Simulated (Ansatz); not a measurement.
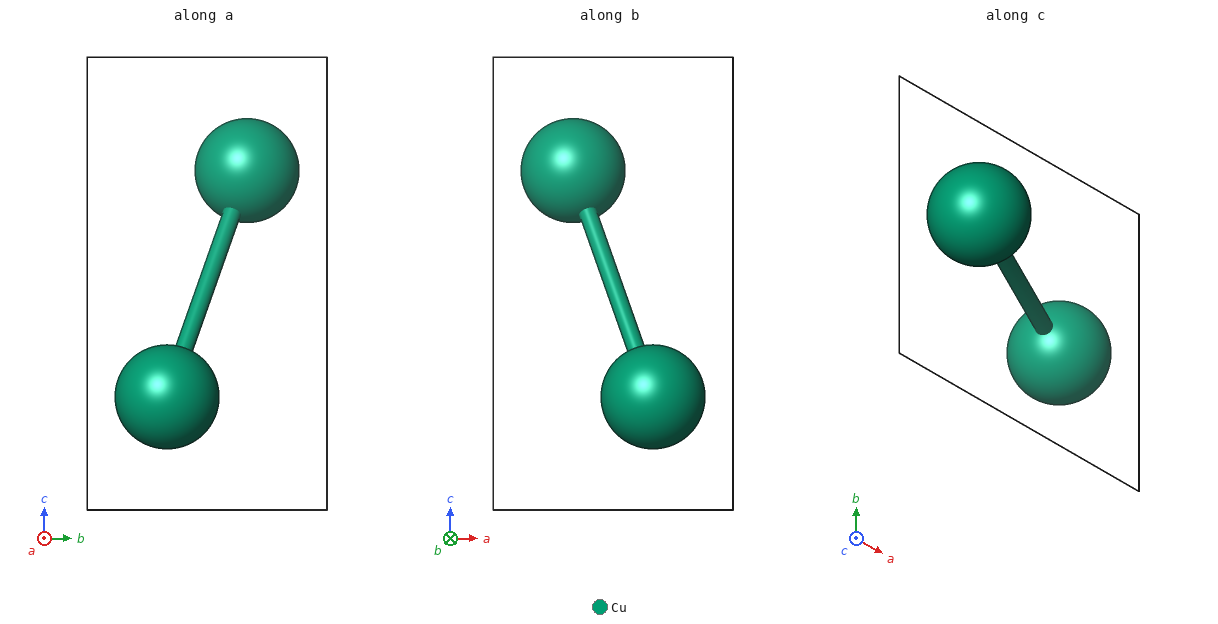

A ball-and-stick rendering, viewed along the a axis, along the b axis and along the c axis. The frame is the conventional unit cell; atoms at its boundary are shown with their periodic copies.

Lattice parameters: a = 2.5190 Å, b = 2.5190 Å, c = 4.1161 Å, α = 90.000°, β = 90.000°, γ = 120.000°.

Reconstruct the structure as a CIF in P1 with every atom of the cell.

Answer.
```cif
data_structure
_symmetry_space_group_name_H-M 'P 1'
_symmetry_Int_Tables_number 1
_cell_length_a 2.5190
_cell_length_b 2.5190
_cell_length_c 4.1161
_cell_angle_alpha 90.000
_cell_angle_beta 90.000
_cell_angle_gamma 120.000
_cell_volume 22.62
loop_
_atom_site_label
_atom_site_type_symbol
_atom_site_fract_x
_atom_site_fract_y
_atom_site_fract_z
_atom_site_occupancy
Cu1 Cu 0.3333 0.6667 0.7500 1
Cu2 Cu 0.6667 0.3333 0.2500 1
```

The structure was taken from a structure type filled with this element by a generator (whether the element takes this form wasn't checked). Earlier steps of the study may have refined or changed the cell and positions. A calculation with Ansatz used it as input.

At this level of theory the cell isn't at rest (compressed, at 13 GPa), so its distances can differ from those at equilibrium, the more so the softer the solid.
